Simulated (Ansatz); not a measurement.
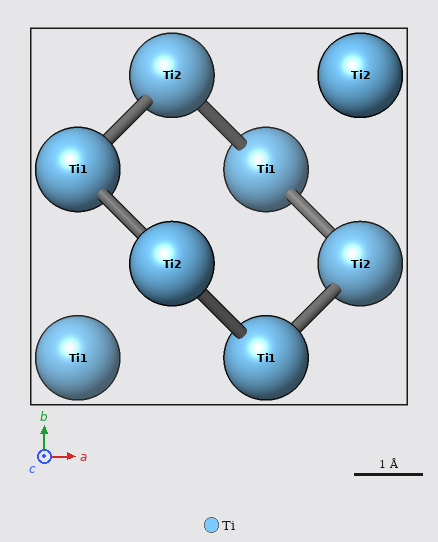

Fig. 1: The structure (ball-and-stick view of the cell 4 times as large as that of the calculation, set on its symmetry axes, along the c axis; atoms are numbered from 1 in the order of the input).

# Ti: a changed input and its effect

System: Ti (2 atoms in the cell).
Method of run 1: DFT, BLYP, plane waves (420 eV) with PAW, scalar-relativistic, no spin polarisation (Ansatz 0.2.0).

Text and figures count atoms from 1; the logs count them from 0 in places.

### Input file, run 1
```yaml
crystal:
  lattice:
    - [0.0, 2.791322695, 2.791322695]
    - [2.791322695, 0.0, 2.791322695]
    - [2.791322695, 2.791322695, 0.0]
  atoms:
    - { symbol: Ti, position: [0.125, 0.125, 0.125] }
    - { symbol: Ti, position: [0.875, 0.875, 0.875] }
hamiltonian:
  xc: blyp
  pseudopotentials:
    kind: paw
    azcp:
      Ti: "pseudopotentials/Ti.paw.azcp"
basis:
  ecutwfc: 420
  fft_grid_basis: typed
kpoints:
  mp_grid: { grid: [11, 11, 11], shift: [0, 0, 0] }
magnetization:
  spin_polarized: false
scf:
  occupations: { method: fermi_dirac, width: 0.1 }
  lower_state_search: "off"
output:
  stress: true
```

Hardware: 2 threads of an Arm (aarch64) CPU, shared host.

### Output, shortened to warnings, some set-up lines, iterations and results (run 1)
```
Basis set: ecut = 420 eV, 869 PW (Γ), exchange–correlation on 54×54×54 points (8 copies of the dense FFT grid, shifted against one another)
Symmetry: 48 space group operations
k-points: 56 of 1331
Initial density: superposition of atomic densities (neutral atoms: chi_scale 0, normalization atom), corrected by the library's trained network
[...]
SCF iter   1: F=—  HF=-5007.796043 eV  |F-HF|=—  |Δ(HF+E_count)|=         —  Δρ=1.20e-2  dr2=8.13e-2  ethr=1.77e-3  ⟨swp⟩=4.1  Hψ=3672  notcnv=0
SCF iter   2: F=—  HF=-5007.786736 eV  |F-HF|=—  |Δ(HF+E_count)|=   9.31e-3  Δρ=6.68e-3  dr2=2.48e-2  ethr=3.39e-4  ⟨swp⟩=2.0  Hψ=1425  notcnv=0
SCF iter   3: F=—  HF=-5007.785703 eV  |F-HF|=—  |Δ(HF+E_count)|=   1.03e-3  Δρ=1.74e-3  dr2=1.48e-3  ethr=1.03e-4  ⟨swp⟩=2.0  Hψ=1093  notcnv=0
SCF iter   4: F=—  HF=-5007.786225 eV  |F-HF|=—  |Δ(HF+E_count)|=   5.23e-4  Δρ=5.06e-4  dr2=9.37e-5  ethr=6.15e-6  ⟨swp⟩=2.0  Hψ=1150  notcnv=0
SCF iter   5: F=—  HF=-5007.786295 eV  |F-HF|=—  |Δ(HF+E_count)|=   7.00e-5  Δρ=1.05e-4  dr2=5.20e-6  ethr=3.90e-7  ⟨swp⟩=2.0  Hψ=1163  notcnv=0
SCF iter   6: F=—  HF=-5007.786304 eV  |F-HF|=—  |Δ(HF+E_count)|=   8.61e-6  Δρ=2.56e-5  dr2=1.89e-7  ethr=2.17e-8  ⟨swp⟩=2.0  Hψ=1136  notcnv=0
SCF iter   7: F=-5007.786305 eV  HF=-5007.786305 eV  |F-HF|=1.66e-8  |Δ(HF+E_count)|=   5.60e-7  Δρ=3.82e-6  dr2=4.06e-9  ethr=4.17e-10  ⟨swp⟩=4.0  Hψ=2847  notcnv=0
SCF 1 converged in 7 iterations: F = -5007.786305 eV  dr2 = 4.06e-9
SCF converged after 7 iterations
Free energy (F): -5007.786305 eV
Harris-Foulkes:  -5007.786305 eV  (|F-HF|=1.66e-8)
Internal energy: -5007.587508 eV  (E = F + TS)
E sigma→0 (E₀):  -5007.686906 eV
Entropy (-TS):   -0.198796 eV (-99.398 meV/atom)
Fermi energy:    10.290361 eV
--- Per-component energies (eV) ---
  E_band       = -378.956412
  E_kinetic    = 552.399808
  E_local      = -2184.788957  (includes V_loc(G=0)·N_el)
  E_nonlocal   = 25.774802
  E_hartree    = 907.191139
  E_xc         = -190.066928
  E_vxc        = -237.447330  (∫ρ·V_xc dr)
  E_paw        = -2117.325634  (= ΣΔE_a)
  E_vpaw       = -349.279073  (= ΣTr[D̂ρ^β])
  E_aug_tail   = 0.000221  (compensation charges beyond the density's cutoff)
  E_ewald      = -2000.805826
  E_core_change = 0.033868  (= ΣΔE_core)
  E_smearing   = -0.198796  (= −TS)
  E_closure    = 0.000000  (closes the sum)
  Σ components = -5007.786305   (vs F -5007.786305, Δ=0.00e0)
--- Stress (GPa, compression-positive) ---
        4.377381       0.000000       0.000000
       -0.000000       4.377381      -0.000000
        0.000000       0.000000       4.377381
  P = ⅓ Tr σ = 4.3774 GPa (43.774 kbar)
```

For run 2 the input was changed thus:
```diff
-    - [0.0, 2.791322695, 2.791322695]
-    - [2.791322695, 0.0, 2.791322695]
-    - [2.791322695, 2.791322695, 0.0]
+    - [0.0, 3.0249752813, 3.0249752813]
+    - [3.0249752813, 0.0, 3.0249752813]
+    - [3.0249752813, 3.0249752813, 0.0]
```

How does run 2 compare with run 1?

With the same functional and potentials, run 2 lies 15.1 meV per atom lower. The pressure goes from 4.38 to −2.20 GPa. The volume per atom goes from 21.75 to 27.68 Å³. The number of SCF iterations is the same. The plane waves at Γ go from 869 to 1067.

### Output, shortened to warnings, some set-up lines, iterations and results (run 2)
```
Basis set: ecut = 420 eV, 1067 PW (Γ), exchange–correlation on 60×60×60 points (8 copies of the dense FFT grid, shifted against one another)
Symmetry: 48 space group operations
k-points: 56 of 1331
Initial density: superposition of atomic densities (neutral atoms: chi_scale 0, normalization atom), corrected by the library's trained network
[...]
SCF iter   1: F=—  HF=-5007.846095 eV  |F-HF|=—  |Δ(HF+E_count)|=         —  Δρ=1.32e-2  dr2=1.61e-1  ethr=1.77e-3  ⟨swp⟩=4.1  Hψ=3815  notcnv=0
SCF iter   2: F=—  HF=-5007.822163 eV  |F-HF|=—  |Δ(HF+E_count)|=   2.39e-2  Δρ=6.17e-3  dr2=4.35e-2  ethr=6.72e-4  ⟨swp⟩=2.0  Hψ=1409  notcnv=0
SCF iter   3: F=—  HF=-5007.816005 eV  |F-HF|=—  |Δ(HF+E_count)|=   6.16e-3  Δρ=1.75e-3  dr2=3.06e-3  ethr=1.81e-4  ⟨swp⟩=2.0  Hψ=1148  notcnv=0
SCF iter   4: F=—  HF=-5007.816404 eV  |F-HF|=—  |Δ(HF+E_count)|=   3.99e-4  Δρ=5.98e-4  dr2=1.70e-4  ethr=1.28e-5  ⟨swp⟩=2.0  Hψ=1114  notcnv=0
SCF iter   5: F=—  HF=-5007.816575 eV  |F-HF|=—  |Δ(HF+E_count)|=   1.72e-4  Δρ=1.26e-4  dr2=9.29e-6  ethr=7.09e-7  ⟨swp⟩=2.0  Hψ=1163  notcnv=0
SCF iter   6: F=—  HF=-5007.816595 eV  |F-HF|=—  |Δ(HF+E_count)|=   1.99e-5  Δρ=2.67e-5  dr2=3.61e-7  ethr=3.87e-8  ⟨swp⟩=2.0  Hψ=1189  notcnv=0
SCF iter   7: F=-5007.816597 eV  HF=-5007.816597 eV  |F-HF|=5.01e-8  |Δ(HF+E_count)|=   1.35e-6  Δρ=4.86e-6  dr2=8.88e-9  ethr=4.17e-10  ⟨swp⟩=4.1  Hψ=2913  notcnv=0
SCF 1 converged in 7 iterations: F = -5007.816597 eV  dr2 = 8.88e-9
SCF converged after 7 iterations
Free energy (F): -5007.816597 eV
Harris-Foulkes:  -5007.816597 eV  (|F-HF|=5.01e-8)
Internal energy: -5007.538448 eV  (E = F + TS)
E sigma→0 (E₀):  -5007.677522 eV
Entropy (-TS):   -0.278149 eV (-139.074 meV/atom)
Fermi energy:    7.503143 eV
--- Per-component energies (eV) ---
  E_band       = -447.113601
  E_kinetic    = 544.413536
  E_local      = -2418.110575  (includes V_loc(G=0)·N_el)
  E_nonlocal   = 23.821167
  E_hartree    = 991.271517
  E_xc         = -187.515058
  E_vxc        = -233.935236  (∫ρ·V_xc dr)
  E_paw        = -2115.191861  (= ΣΔE_a)
  E_vpaw       = -345.846166  (= ΣTr[D̂ρ^β])
  E_aug_tail   = 0.000230  (compensation charges beyond the density's cutoff)
  E_ewald      = -1846.261272
  E_core_change = 0.033868  (= ΣΔE_core)
  E_smearing   = -0.278149  (= −TS)
  E_closure    = 0.000000  (closes the sum)
  Σ components = -5007.816597   (vs F -5007.816597, Δ=0.00e0)
--- Stress (GPa, compression-positive) ---
       -2.195589       0.000000       0.000000
        0.000000      -2.195589      -0.000000
       -0.000000       0.000000      -2.195589
  P = ⅓ Tr σ = -2.1956 GPa (-21.956 kbar)
```

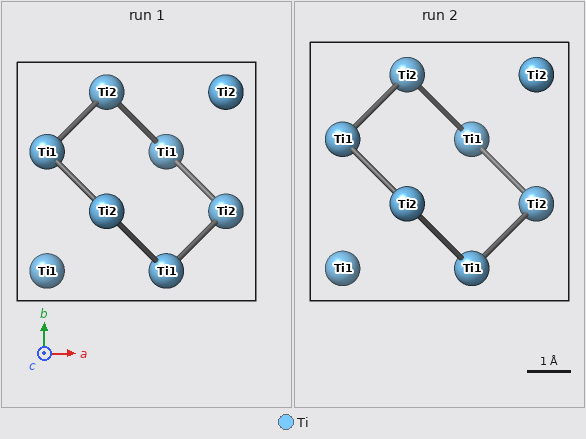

Fig. 2: The two input geometries at one scale (ball-and-stick view of the cell 4 times as large as that of the calculation, set on its symmetry axes, along the c axis). The atoms keep their places relative to the cell (all moves are under 0.005 Å). Cell: a = b = c 5.583 → 6.050 Å (+8.4 %). Volume +27.3 %. Among the contacts that change: Ti1–Ti2 2.417 → 2.620 Å.

### The two runs side by side

| quantity | run 1 | run 2 |
| --- | --- | --- |
| outcome | converged | converged |
| free energy per atom (eV) | −2503.8932 | −2503.9083 |
| energy per atom, smearing taken to zero (eV) | −2503.8435 | −2503.8388 |
| pressure (GPa) | 4.38 | −2.20 |
| volume per atom (Å³) | 21.75 | 27.68 |
| SCF iterations | 7 | 7 |
| irreducible k-points | 56 | 56 |
| plane waves at Γ | 869 | 1067 |
| wall time (shared host) | 1.3 s | 1.5 s |
